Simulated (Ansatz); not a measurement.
# How many bands does the GW gap of BaTlI3 (cubic perovskite) (Pm-3m) need?, part 2 of 2

How do accuracy and time trade against each other in G0W0 on BaTlI3 (cubic perovskite) (Pm-3m)?

Ansatz 0.2.0; G0W0 on PBEsol, plane waves, PAW. Known limits of the many-body steps: not at the basis limit; no spin-orbit coupling; coarse k mesh.

So far. Step 4 (847 empty bands, screening to 120 eV): Against the run with 2×2×2 mesh, 393 empty bands, screening to 72 eV, the gap moves by +0.13 eV.

The structure was built from a prototype and need not be the compound's stable phase.

### 5. Changing the frequency model: 2×2×2 mesh, 847 empty bands, screening to 120 eV, plasmon pole

A plasmon pole stands in for the full frequency dependence of the screening; this run shows what that costs in accuracy.

The input, input.yaml:

```yaml
crystal:
  lattice:
    - [6.5717449587, 0.0, 0.0]
    - [0.0, 6.5717449587, 0.0]
    - [0.0, 0.0, 6.5717449587]
  atoms:
    - { symbol: Tl, position: [0.0, 0.0, 0.0] }
    - { symbol: Ba, position: [0.5, 0.5, 0.5] }
    - { symbol: I, position: [0.5, 0.5, 0.0] }
    - { symbol: I, position: [0.5, 0.0, 0.5] }
    - { symbol: I, position: [0.0, 0.5, 0.5] }
kpoints:
  mp_grid: { grid: [2, 2, 2] }
hamiltonian:
  xc: pbesol
scf:
  occupations: { method: fixed }
gw:
  n_empty_bands: 847
  ecut_chi: 120.0
  qp_bands: [v2, c2]
  qp_kpoints: band_edges
  screening: { model: godby_needs }
```

On the command line:

```console
ansatz run input.yaml --threads 4 --pin off --max-ram 17510MiB --backend cpu --events-out ev --progress --plain --runs-dir out
```

Numbers of over 12 decimals in the logs are rounded to 6 here.

The log of the run:

```text
[...]
Crystal: 5 atoms, lattice volume = 283.819 Å³
Basis set: ecut = 420 eV, 5497 PW (Γ)
Bands: 45, of which v1, the nominal top of the filled ones, is band 37 counted from 1 (36 counted from 0)
Symmetry: 48 space group operations
[...]
k-points: 4 of 8
[...]
1    39      5.3098    -5.2606    -3.2064    -9.1753  0.8210     6.0225     6.0182  root
[...]
3    36      2.2774   -17.1958     1.8014   -14.2342  0.7856     1.1035     1.1172  root
     3    37      2.2774   -17.1958     1.8014   -14.2342  0.7856     1.1035     1.1172  root
     3    38      5.5453    -5.7356    -3.2935    -9.7851  0.8187     6.3077     6.3014  root
     3    39      5.5453    -5.7356    -3.2935    -9.7851  0.8187     6.3077     6.3014  root
[key lines of the parts left out:]
SCF converged after 7 iterations
Free energy (F): -39460.257271 eV
Fermi energy:    2.277357 eV
```

Wall time 2.5 min (4 threads of Arm Neoverse V2, shared host); peak memory 5.6 GiB; 9.8 min of CPU time.

This step gave:

- bands summed: 884
- plasmon-pole fit frequency: 18.96 eV
- RPA ε∞ on this mesh (eigenvalues): 3.708, 3.708, 3.708
- plane waves in the screening matrix: 847
- G0W0 gap on the mesh: 4.139 eV
- k of the valence top: -0.5, -0.5, -0.5
- k of the conduction bottom: 0, 0, -0.5
- starting gap on the mesh: 2.414 eV
- least direct G0W0 gap on the computed points: 4.397 eV

Against the run with 2×2×2 mesh, 847 empty bands, screening to 120 eV, the gap moves by +0.03 eV.

### 6. Changing the files and raising the bands: 2×2×2 mesh, 1255 empty bands, screening to 156 eV, hard PAW files

Other atomic data (hard PAW) test the pseudisation: the cutoff goes from 420 to 520 eV and the valence electrons from 74 to 82, which opens shells that were frozen. Bands and screening cutoff change too, so the step is no clean test of the files.

input.yaml, the sections that differ from step 5:

```yaml
hamiltonian:
  xc: pbesol
  pseudopotentials: { kind: paw, source: ansatz }
gw:
  n_empty_bands: 1255
  ecut_chi: 156.0
  qp_bands: [v2, c2]
  qp_kpoints: band_edges
  screening: { model: contour_deformation }
# crystal, kpoints, scf: as in step 5
```

The log of the run:

```text
[...]
Crystal: 5 atoms, lattice volume = 283.819 Å³
Basis set: ecut = 520 eV, 7689 PW (Γ)
Bands: 50, of which v1, the nominal top of the filled ones, is band 41 counted from 1 (40 counted from 0)
Symmetry: 48 space group operations
[...]
k-points: 4 of 8
[...]
1    43      5.5554    -5.2564    -3.3052    -9.1685  0.7741     6.1744     6.1623  root
[...]
3    40      2.5197   -17.1894     1.7281   -14.2268  0.7502     1.2364     1.2853  root
     3    41      2.5197   -17.1894     1.7281   -14.2268  0.7502     1.2364     1.2853  root
     3    42      5.7911    -5.7313    -3.4230    -9.7781  0.7649     6.4293     6.4148  root
     3    43      5.7911    -5.7313    -3.4230    -9.7781  0.7649     6.4293     6.4148  root
[key lines of the parts left out:]
SCF converged after 8 iterations
Free energy (F): -42559.394786 eV
Fermi energy:    2.519702 eV
```

Wall time 7.7 min (4 threads); peak memory 11 GiB; 31 min of CPU time.

Numbers from this step:

```yaml
bands_summed: 1296
rpa_eps_infinity_on_this_mesh_eigenvalues: 3.707, 3.707, 3.707
plane_waves_in_the_screening_matrix: 1237
g0w0_gap_on_the_mesh: 4.161 eV
k_of_the_valence_top: -0.5, -0.5, -0.5
k_of_the_conduction_bottom: 0, 0, -0.5
starting_gap_on_the_mesh: 2.416 eV
least_direct_g0w0_gap_on_the_computed_points: 4.422 eV
```

Against the run with 2×2×2 mesh, 847 empty bands, screening to 120 eV, the gap moves by +0.06 eV.

### 7. Side by side

Times are wall times on 4 threads of Arm Neoverse V2, shared host, good to a factor of about two.

| mesh | files | frequency | bands summed | cutoff (eV) | start (eV) | G0W0 (eV) | time | host memory (GiB) |
| --- | --- | --- | --- | --- | --- | --- | --- | --- |
| 2×2×2 | default PAW | contour deformation | 176 | 36 | 2.414 | 3.815 | 8 s | 0.95 |
| 2×2×2 | default PAW | contour deformation | 430 | 72 | 2.414 | 3.971 | 31 s | 2.2 |
| 2×2×2 | default PAW | contour deformation | 884 | 120 | 2.414 | 4.104 | 2.3 min | 5.6 |
| 2×2×2 | default PAW | plasmon pole | 884 | 120 | 2.414 | 4.139 | 2.5 min | 5.6 |
| 2×2×2 | hard PAW | contour deformation | 1296 | 156 | 2.416 | 4.161 | 7.7 min | 11 |

How the two edges are built up, in eV (the quasiparticle level is the starting level plus Σx plus Σc less Vxc):

```csv
run,edge,start,Σx,Σc,Vxc,Z,QP
176 bands,valence top,2.28,-17.20,2.38,-14.23,0.76,1.69
176 bands,conduction bottom,4.69,-4.46,-2.81,-8.08,0.80,5.51
430 bands,valence top,2.28,-17.20,2.04,-14.23,0.75,1.36
430 bands,conduction bottom,4.69,-4.46,-2.98,-8.08,0.79,5.33
884 bands,valence top,2.28,-17.20,1.81,-14.23,0.75,1.13
884 bands,conduction bottom,4.69,-4.46,-3.08,-8.08,0.79,5.23
```

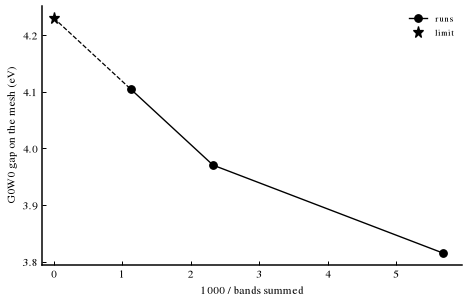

The gap against one over the number of bands; the dashed line carries the two highest rungs to the limit.

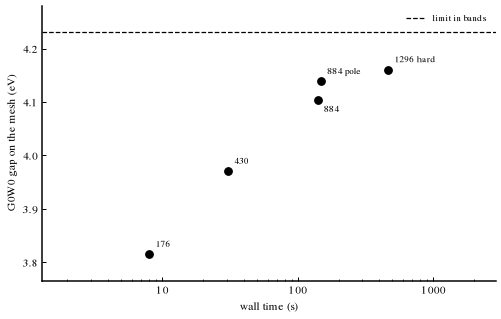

Result against wall time.

### 8. What came out

```
176 bands, 36 eV                    : 3.815 eV
430 bands, 72 eV                    : 3.971 eV
884 bands, 120 eV                   : 4.104 eV
estimated limit in bands and cutoff : 4.23 eV
mesh and start                      : 2×2×2, PBEsol
```

What this shows: A line in one over the bands through the two highest rungs gives 4.23 eV, +0.13 eV from the top rung; the pair below gives 4.08 eV, so the estimate is still climbing. The rungs stand 0.42 eV (176 bands), 0.26 eV (430 bands) and 0.13 eV (884 bands) from it. From 176 to 884 bands the gap moves by +0.29 eV while the time grows 18-fold. Σc changes by −0.56 eV at the valence top and −0.27 eV at the conduction bottom, so the valence edge carries most of the change. The plasmon-pole model gives +0.03 eV against contour deformation, 2 % of the correction, and saved no time in this program. With hard PAW files and 1296 bands the gap is 4.16 eV; the line for the default PAW files gives 4.14 eV at that count, a difference of +0.02 eV that holds the line's own error too. The 2×2×2 mesh is coarse for this cell (its supercell is 13 Å along the shortest edge). The RPA ε∞ on it, from the PBEsol start, is 3.71; such meshes misread the long-range screening, most where the gap is narrow. Where an edge is built on 6p states of lead, bismuth or thallium, scalar-relativistic gaps usually stand too wide, by a few tenths to over one eV. This is the ideal cubic cell; many perovskites, halides above all, are cubic only on average, and local tilts or off-centring can widen the gap. The many-body steps are scalar-relativistic: spin-orbit coupling is not in them.

[Paths, hosts, dates, memory and timing lines, banners, echoed tables and standing remarks are left out of the program output.]

[Logs are printed without paths, hosts, clocks, repeated set-up lines and the standing remarks that a program may print on its own settings, such as how far it seeks lower states.]

[Runs of the session that timed out or met a known fault of the program may be left out.]

[Cells called generated may have been cut or substituted from an entry of the Crystallography Open Database or the Materials Project.]

[Hosts, paths, dates, database ids (printed as entryN), source tags and the programs' standing remarks are cut or masked in the printed files.]
